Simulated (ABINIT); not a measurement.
# PbS: dielectric calculation (part 2 of 2)

PbS (2 atoms in the cell); Kohn-Sham DFT of a periodic cell, PBE, SG15 NC PBE v1.2, no spin polarisation (ABINIT 10.8.3); cutoff 680.28 eV, 4×4×4 k-mesh, fixed occupations. The structure derives from an entry of the Crystallography Open Database. The settings are looser than a standard set-up, so the numbers are not reference values.

Geometry of the input (Å; fractional positions):
```
0.0000  2.9657  2.9657
2.9657  0.0000  2.9657
2.9657  2.9657  0.0000
Pb 0.0000  0.0000  0.0000
S  0.5000  0.5000  0.5000
```

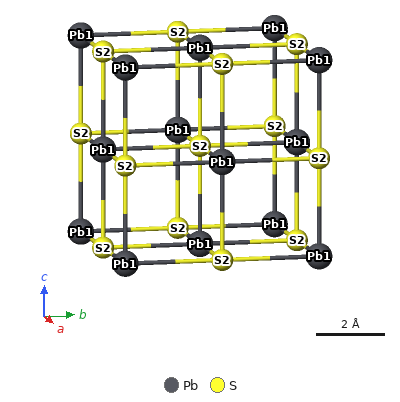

**Figure 1.** The structure (ball-and-stick view of the cell 4 times as large as that of the calculation, set on its symmetry axes, seen slightly off an axis; atoms are numbered from 1 in the order of the input).

The program's output, continued:
```
 Cartesian components of stress tensor (hartree/bohr^3)
  sigma(1 1)= -7.11027815E-05  sigma(3 2)=  0.00000000E+00
  sigma(2 2)= -7.11027815E-05  sigma(3 1)=  0.00000000E+00
  sigma(3 3)= -7.11027815E-05  sigma(2 1)=  0.00000000E+00

-Cartesian components of stress tensor (GPa)         [Pressure=  2.0919E+00 GPa]
- sigma(1 1)= -2.09191605E+00  sigma(3 2)=  0.00000000E+00
- sigma(2 2)= -2.09191605E+00  sigma(3 1)=  0.00000000E+00
- sigma(3 3)= -2.09191605E+00  sigma(2 1)=  0.00000000E+00

================================================================================
== DATASET  2 ==================================================================

--- !DatasetInfo
iteration_state: {dtset: 2, }
dimensions: {natom: 2, nkpt: 128, mband: 10, nsppol: 1, nspinor: 1, nspden: 1, mpw: 2115, }
cutoff_energies: {ecut:  25.0, pawecutdg:  -1.0, }
electrons: {nelect:   2.00000000E+01, charge:   0.00000000E+00, occopt:   1.00000000E+00, tsmear:   1.00000000E-02, }
meta: {optdriver: 1, rfelfd: 2, }
...

 mkfilename : getwfk/=0, take file _WFK from output of DATASET   1.

 Exchange-correlation functional for the present dataset will be:
  GGA: Perdew-Burke-Ernzerhof functional - ixc=11
  J.P.Perdew, K.Burke, M.Ernzerhof, PRL 77, 3865 (1996)

 Real(R)+Recip(G) space primitive vectors, cartesian coordinates (Bohr,Bohr^-1):
 R(1)=  0.0000000  5.6044553  5.6044553  G(1)= -0.0892147  0.0892147  0.0892147
 R(2)=  5.6044553  0.0000000  5.6044553  G(2)=  0.0892147 -0.0892147  0.0892147
 R(3)=  5.6044553  5.6044553  0.0000000  G(3)=  0.0892147  0.0892147 -0.0892147
 Unit cell volume ucvol=  3.5207097E+02 bohr^3
 Angles (23,13,12)=  6.00000000E+01  6.00000000E+01  6.00000000E+01 degrees
 setup1 : take into account q-point for computing boxcut.

 getcut: wavevector=  0.0000  0.0000  0.0000  ngfft=  36  36  36
         ecut(hartree)=     25.000   => boxcut(ratio)=   2.01799
--------------------------------------------------------------------------------

 ==>  initialize data related to q vector <==

 The list of irreducible perturbations for this q vector is:
    1)    idir= 1    ipert=   3
    2)    idir= 2    ipert=   3
    3)    idir= 3    ipert=   3

================================================================================

--------------------------------------------------------------------------------
 Perturbation wavevector (in red.coord.)   0.000000  0.000000  0.000000
 Perturbation : derivative vs k along direction   1
 The set of symmetries contains only one element for this perturbation.
 symkpt : not enough symmetry to change the number of k points.

--------------------------------------------------------------------------------

--------------------------------------------------------------------------------

 Initialisation of the first-order wave-functions :
  ireadwf=   0

--- !BeginCycle
iteration_state: {dtset: 2, }
solver: {iscf: -3, nstep: 80, nline: 4, wfoptalg: 0, }
tolerances: {tolwfr: 1.00E-18, }
...

     iter   2DEtotal(Ha)        deltaE(Ha) residm    vres2
-ETOT  1  -33.444953893603     -3.344E+01 1.943E-01 0.000E+00
 ETOT  2  -33.487198550475     -4.224E-02 2.659E-03 0.000E+00
 ETOT  3  -33.487542217914     -3.437E-04 7.642E-05 0.000E+00
 ETOT  4  -33.487549061168     -6.843E-06 2.326E-06 0.000E+00
 ETOT  5  -33.487549240299     -1.791E-07 7.922E-08 0.000E+00
 ETOT  6  -33.487549245659     -5.360E-09 2.415E-09 0.000E+00
 ETOT  7  -33.487549245831     -1.722E-10 9.391E-11 0.000E+00
 ETOT  8  -33.487549245837     -5.763E-12 2.862E-12 0.000E+00
 ETOT  9  -33.487549245837     -2.487E-13 1.162E-13 0.000E+00
 ETOT 10  -33.487549245837     -7.105E-15 3.585E-15 0.000E+00
 ETOT 11  -33.487549245837     -2.132E-14 1.471E-16 0.000E+00
 ETOT 12  -33.487549245837      1.421E-14 5.083E-18 0.000E+00
 ETOT 13  -33.487549245837      7.105E-15 9.975E-19 0.000E+00

 At SCF step   13   max residual=  9.98E-19 < tolwfr=  1.00E-18 =>converged.
================================================================================

 ----iterations are completed or convergence reached----

 Mean square residual over all n,k,spin=   51.650E-20; max=  99.752E-20
 dfpt_looppert : ek2=    3.7706322578E+01
          f-sum rule ratio=    9.7865120626E-01
 Expectation of eigenvalue derivatives (hartree) for nkpt= 128  k points:
  (in case of degenerate eigenvalues, averaged derivative)
 kpt#   1, nband= 10, wtk=  0.00781, kpt= -0.1250 -0.2500  0.0000 (reduced coord)
   0.00582    0.00407   -0.00508   -0.00150   -0.00063   -0.02948   -0.04523    0.13045
   0.17550    0.04409
 prteigrs : prtvol=0 or 1, do not print more k-points.

 2DEtotal=   -0.3348754925E+02 Ha. Also 2DEtotal=   -0.911242636960E+03 eV
    (  non-var. 2DEtotal :   -3.3487549242E+01 Ha)

--------------------------------------------------------------------------------
 Perturbation wavevector (in red.coord.)   0.000000  0.000000  0.000000
 Perturbation : derivative vs k along direction   2
 The set of symmetries contains only one element for this perturbation.
 symkpt : not enough symmetry to change the number of k points.

--------------------------------------------------------------------------------

--------------------------------------------------------------------------------

 Initialisation of the first-order wave-functions :
  ireadwf=   0

--- !BeginCycle
iteration_state: {dtset: 2, }
solver: {iscf: -3, nstep: 80, nline: 4, wfoptalg: 0, }
tolerances: {tolwfr: 1.00E-18, }
...

     iter   2DEtotal(Ha)        deltaE(Ha) residm    vres2
-ETOT  1  -33.444953893438     -3.344E+01 1.943E-01 0.000E+00
 ETOT  2  -33.487198550310     -4.224E-02 2.659E-03 0.000E+00
 ETOT  3  -33.487542217749     -3.437E-04 7.642E-05 0.000E+00
 ETOT  4  -33.487549061003     -6.843E-06 2.326E-06 0.000E+00
 ETOT  5  -33.487549240134     -1.791E-07 7.922E-08 0.000E+00
 ETOT  6  -33.487549245494     -5.360E-09 2.415E-09 0.000E+00
 ETOT  7  -33.487549245666     -1.722E-10 9.391E-11 0.000E+00
 ETOT  8  -33.487549245672     -5.791E-12 2.862E-12 0.000E+00
 ETOT  9  -33.487549245672     -2.061E-13 1.162E-13 0.000E+00
 ETOT 10  -33.487549245672      2.842E-14 3.585E-15 0.000E+00
 ETOT 11  -33.487549245672     -2.132E-14 1.471E-16 0.000E+00
 ETOT 12  -33.487549245672     -1.421E-14 5.083E-18 0.000E+00
 ETOT 13  -33.487549245672     -2.132E-14 9.975E-19 0.000E+00

 At SCF step   13   max residual=  9.98E-19 < tolwfr=  1.00E-18 =>converged.
================================================================================

 ----iterations are completed or convergence reached----

 Mean square residual over all n,k,spin=   51.688E-20; max=  99.752E-20
 dfpt_looppert : ek2=    3.7706322578E+01
          f-sum rule ratio=    9.7865120625E-01
 Expectation of eigenvalue derivatives (hartree) for nkpt= 128  k points:
  (in case of degenerate eigenvalues, averaged derivative)
 kpt#   1, nband= 10, wtk=  0.00781, kpt= -0.1250 -0.2500  0.0000 (reduced coord)
   0.00482   -0.00088    0.00157   -0.00330   -0.00424   -0.11751    0.24491    0.00444
  -0.02404   -0.03189
 prteigrs : prtvol=0 or 1, do not print more k-points.

 2DEtotal=   -0.3348754925E+02 Ha. Also 2DEtotal=   -0.911242636955E+03 eV
    (  non-var. 2DEtotal :   -3.3487549241E+01 Ha)

--------------------------------------------------------------------------------
 Perturbation wavevector (in red.coord.)   0.000000  0.000000  0.000000
 Perturbation : derivative vs k along direction   3
 The set of symmetries contains only one element for this perturbation.
 symkpt : not enough symmetry to change the number of k points.

--------------------------------------------------------------------------------

--------------------------------------------------------------------------------

 Initialisation of the first-order wave-functions :
  ireadwf=   0

--- !BeginCycle
iteration_state: {dtset: 2, }
solver: {iscf: -3, nstep: 80, nline: 4, wfoptalg: 0, }
tolerances: {tolwfr: 1.00E-18, }
...

     iter   2DEtotal(Ha)        deltaE(Ha) residm    vres2
-ETOT  1  -33.444953893274     -3.344E+01 1.943E-01 0.000E+00
 ETOT  2  -33.487198550145     -4.224E-02 2.659E-03 0.000E+00
 ETOT  3  -33.487542217584     -3.437E-04 7.642E-05 0.000E+00
 ETOT  4  -33.487549060838     -6.843E-06 2.326E-06 0.000E+00
 ETOT  5  -33.487549239969     -1.791E-07 7.922E-08 0.000E+00
 ETOT  6  -33.487549245329     -5.360E-09 2.415E-09 0.000E+00
 ETOT  7  -33.487549245501     -1.723E-10 9.391E-11 0.000E+00
 ETOT  8  -33.487549245507     -5.798E-12 2.862E-12 0.000E+00
 ETOT  9  -33.487549245507     -2.203E-13 1.162E-13 0.000E+00
 ETOT 10  -33.487549245507      0.000E+00 3.585E-15 0.000E+00
 ETOT 11  -33.487549245507     -2.842E-14 1.471E-16 0.000E+00
 ETOT 12  -33.487549245507      1.421E-14 5.083E-18 0.000E+00
 ETOT 13  -33.487549245507     -7.105E-15 9.975E-19 0.000E+00

 At SCF step   13   max residual=  9.98E-19 < tolwfr=  1.00E-18 =>converged.
================================================================================

 ----iterations are completed or convergence reached----

 Mean square residual over all n,k,spin=   51.650E-20; max=  99.752E-20
 dfpt_looppert : ek2=    3.7706322578E+01
          f-sum rule ratio=    9.7865120623E-01
 Expectation of eigenvalue derivatives (hartree) for nkpt= 128  k points:
  (in case of degenerate eigenvalues, averaged derivative)
 kpt#   1, nband= 10, wtk=  0.00781, kpt= -0.1250 -0.2500  0.0000 (reduced coord)
  -0.00532   -0.00160    0.00176    0.00240    0.00244    0.07350   -0.09984   -0.06744
  -0.07573   -0.00610
 prteigrs : prtvol=0 or 1, do not print more k-points.

 2DEtotal=   -0.3348754925E+02 Ha. Also 2DEtotal=   -0.911242636951E+03 eV
    (  non-var. 2DEtotal :   -3.3487549241E+01 Ha)
================================================================================

 ---- first-order wavefunction calculations are completed ----

 Total localisation tensor (bohr^2) in cartesian coordinates
  WARNING : still subject to testing - especially symmetries.
      direction              matrix element
   alpha     beta       real part   imaginary part
     1        1       2.3765452894   -0.0000000000
     1        2       1.1882726447   -0.0000000000
     1        3       1.1882726447   -0.0000000000
     2        1       1.1882726447   -0.0000000000
     2        2       2.3765452894   -0.0000000000
     2        3       1.1882726447   -0.0000000000
     3        1       1.1882726447   -0.0000000000
     3        2       1.1882726447   -0.0000000000
     3        3       2.3765452894   -0.0000000000

 respfn : d/dk was computed, but no 2DTE, so no DDB output.

================================================================================
== DATASET  3 ==================================================================

--- !DatasetInfo
iteration_state: {dtset: 3, }
dimensions: {natom: 2, nkpt: 128, mband: 10, nsppol: 1, nspinor: 1, nspden: 1, mpw: 2115, }
cutoff_energies: {ecut:  25.0, pawecutdg:  -1.0, }
electrons: {nelect:   2.00000000E+01, charge:   0.00000000E+00, occopt:   1.00000000E+00, tsmear:   1.00000000E-02, }
meta: {optdriver: 1, rfelfd: 3, }
...

 mkfilename : getwfk/=0, take file _WFK from output of DATASET   1.

 mkfilename : getddk/=0, take file _1WF from output of DATASET   2.

 Exchange-correlation functional for the present dataset will be:
  GGA: Perdew-Burke-Ernzerhof functional - ixc=11
  J.P.Perdew, K.Burke, M.Ernzerhof, PRL 77, 3865 (1996)

 Real(R)+Recip(G) space primitive vectors, cartesian coordinates (Bohr,Bohr^-1):
 R(1)=  0.0000000  5.6044553  5.6044553  G(1)= -0.0892147  0.0892147  0.0892147
 R(2)=  5.6044553  0.0000000  5.6044553  G(2)=  0.0892147 -0.0892147  0.0892147
 R(3)=  5.6044553  5.6044553  0.0000000  G(3)=  0.0892147  0.0892147 -0.0892147
 Unit cell volume ucvol=  3.5207097E+02 bohr^3
 Angles (23,13,12)=  6.00000000E+01  6.00000000E+01  6.00000000E+01 degrees
 setup1 : take into account q-point for computing boxcut.

 getcut: wavevector=  0.0000  0.0000  0.0000  ngfft=  36  36  36
         ecut(hartree)=     25.000   => boxcut(ratio)=   2.01799
--------------------------------------------------------------------------------

 ==>  initialize data related to q vector <==

 The list of irreducible perturbations for this q vector is:
    1)    idir= 1    ipert=   4

================================================================================

 The perturbation idir=   2  ipert=   4 is
 symmetric of a previously calculated perturbation.
 So, its SCF calculation is not needed.

 The perturbation idir=   3  ipert=   4 is
 symmetric of a previously calculated perturbation.
 So, its SCF calculation is not needed.

--------------------------------------------------------------------------------
 Perturbation wavevector (in red.coord.)   0.000000  0.000000  0.000000
 Perturbation : homogeneous electric field along direction   1
 The set of symmetries contains only one element for this perturbation.
 symkpt : not enough symmetry to change the number of k points.

--------------------------------------------------------------------------------

--------------------------------------------------------------------------------

 Initialisation of the first-order wave-functions :
  ireadwf=   0

--- !BeginCycle
iteration_state: {dtset: 3, }
solver: {iscf: 7, nstep: 80, nline: 4, wfoptalg: 0, }
tolerances: {tolvrs: 1.00E-08, }
...

     iter   2DEtotal(Ha)        deltaE(Ha) residm    vres2
-ETOT  1  -258.78060074871     -2.588E+02 9.665E+00 5.162E+04
 ETOT  2  -269.71838511652     -1.094E+01 2.413E-01 3.462E+04
 ETOT  3  -294.51555616954     -2.480E+01 3.454E-02 7.597E+02
 ETOT  4  -294.91366368285     -3.981E-01 7.521E-03 8.342E+00
 ETOT  5  -294.91795321725     -4.290E-03 2.423E-05 2.099E-01
 ETOT  6  -294.91802779711     -7.458E-05 1.560E-06 2.184E-03
 ETOT  7  -294.91802863784     -8.407E-07 4.329E-08 3.994E-05
 ETOT  8  -294.91802865119     -1.335E-08 3.317E-09 2.323E-05
 ETOT  9  -294.91802866644     -1.525E-08 1.130E-10 2.212E-07
 ETOT 10  -294.91802866654     -1.035E-10 3.109E-12 2.723E-09

 At SCF step   10       vres2   =  2.72E-09 < tolvrs=  1.00E-08 =>converged.
-open ddk wf file :runo_DS2_1WF7
-open ddk wf file :runo_DS2_1WF8
-open ddk wf file :runo_DS2_1WF9
================================================================================

 ----iterations are completed or convergence reached----

 Mean square residual over all n,k,spin=   33.105E-15; max=  31.094E-13

 2DEtotal=   -0.2949180287E+03 Ha. Also 2DEtotal=   -0.802512838895E+04 eV
    (  non-var. 2DEtotal :   -2.9491802558E+02 Ha)
================================================================================

 ---- first-order wavefunction calculations are completed ----

 ==> Compute Derivative Database <==
 The violation of the charge neutrality conditions
 by the effective charges is as follows :
    atom        electric field
 displacement     direction
       1               1        0.427107        0.000000
       1               2        0.000000        0.000000
       1               3        0.000000        0.000000
       2               1       -0.000000        0.000000
       2               2        0.427107        0.000000
       2               3       -0.000000        0.000000
       3               1        0.000000        0.000000
       3               2       -0.000000        0.000000
       3               3        0.427107        0.000000

 Effective charge tensors after
 imposition of the charge neutrality (if requested by user),
 and eventual restriction to some part :
   atom    displacement
         1         1    4.230855E+00   -2.463475E-15   -2.435599E-16
         1         2   -2.019385E-15    4.230855E+00    2.460275E-16
         1         3    2.019385E-15    2.463475E-15    4.230855E+00
         2         1   -4.230855E+00    2.463475E-15    2.435599E-16
         2         2    2.019385E-15   -4.230855E+00   -2.460275E-16
         2         3   -2.019385E-15   -2.463475E-15   -4.230855E+00
 Now, the imaginary part of the dynamical matrix is zeroed

  Dielectric tensor, in cartesian coordinates,
     j1       j2             matrix element
  dir pert dir pert     real part    imaginary part

   1    4   1    4        12.1667496465        -0.0000000000

   2    4   2    4        12.1667496465        -0.0000000000

   3    4   3    4        12.1667496465        -0.0000000000

  Effective charges, in cartesian coordinates,
  (from electric field response)
   if specified in the inputs, charge neutrality has been imposed
     j1       j2             matrix element
  dir pert dir pert     real part    imaginary part

   1    1   1    4         4.2308553860         0.0000000000
   1    2   1    4        -4.2308553860         0.0000000000

   2    1   2    4         4.2308553860         0.0000000000
   2    2   2    4        -4.2308553860         0.0000000000

   3    1   3    4         4.2308553860         0.0000000000
   3    2   3    4        -4.2308553860         0.0000000000

== END DATASET(S) ==============================================================
================================================================================

 -outvars: echo values of variables after computation  --------
            acell      7.9258966354E+00  7.9258966354E+00  7.9258966354E+00 Bohr
           etotal1    -6.6713454675E+01
           etotal2    -3.3487549246E+01
           etotal3    -2.9491802867E+02
            fcart1    -0.0000000000E+00 -0.0000000000E+00 -0.0000000000E+00
                      -0.0000000000E+00 -0.0000000000E+00 -0.0000000000E+00
            fcart3     0.0000000000E+00  0.0000000000E+00  0.0000000000E+00
                       0.0000000000E+00  0.0000000000E+00  0.0000000000E+00
            rprim      0.0000000000E+00  7.0710678120E-01  7.0710678120E-01
                       7.0710678120E-01  0.0000000000E+00  7.0710678120E-01
                       7.0710678120E-01  7.0710678120E-01  0.0000000000E+00
           strten1    -7.1102781454E-05 -7.1102781454E-05 -7.1102781454E-05
                       0.0000000000E+00  0.0000000000E+00  0.0000000000E+00
           strten3     0.0000000000E+00  0.0000000000E+00  0.0000000000E+00
                       0.0000000000E+00  0.0000000000E+00  0.0000000000E+00
           xangst      0.0000000000E+00  0.0000000000E+00  0.0000000000E+00
                       2.9657500001E+00  2.9657500001E+00  2.9657500001E+00
             xred      0.0000000000E+00  0.0000000000E+00  0.0000000000E+00
                       5.0000000000E-01  5.0000000000E-01  5.0000000000E-01
 Calculation completed.
```
